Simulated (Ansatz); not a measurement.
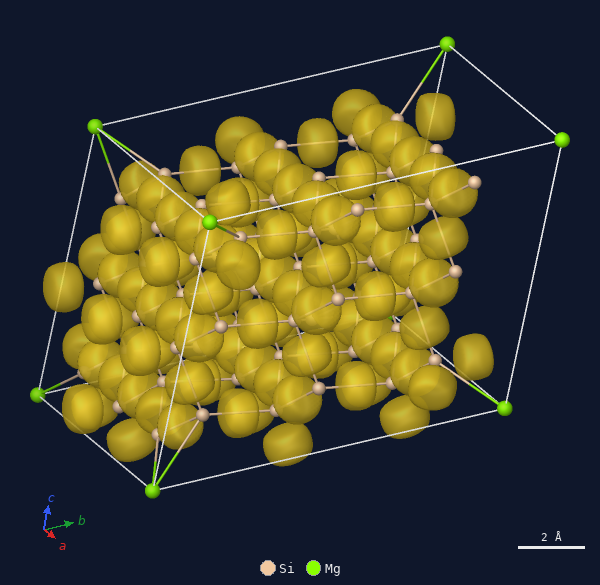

Figure. MgSi54 (cell charge +2, with a compensating background) (cell with a defect). Isosurface of the electron localisation function at 0.75 (yellow), seen slightly off an axis. Core shells and regions of very low density are left out. Sticks mark near contacts.

Computed with Ansatz 0.2.0, DFT PBE, scalar-relativistic, plane waves, PAW.

In a PAW calculation such maps are meaningful between the atoms, not at the nuclei.

MgSi54 (cell charge +2, with a compensating background) (cell with a defect), 55 atoms, a = 11.60 Å, b = 11.60 Å, c = 11.60 Å, α = 60.00°, β = 60.00°, γ = 60.00°.

**Describe the localisation domains.**

At this value the surface marks out 108 regions between bonded Si–Si atoms (shared pairs), counted in one cell of 55 atoms. Any copies at cell faces, edges or corners count once. Along the contacts the grid gives the following. Si–Si (2.33 Å): the ELF peaks at about 0.95 between the atoms. Mg–Si (2.50 Å): the ELF peaks at about 0.60 in the valence shell of Si, 1.0 Å from its nucleus, and is about 0.50 at the midpoint.

**Does the calculation make it a metal, or give it a gap?**

It is gapped, with a Kohn–Sham gap of 0.36 eV on the k-point mesh, an upper bound to the gap of this method.
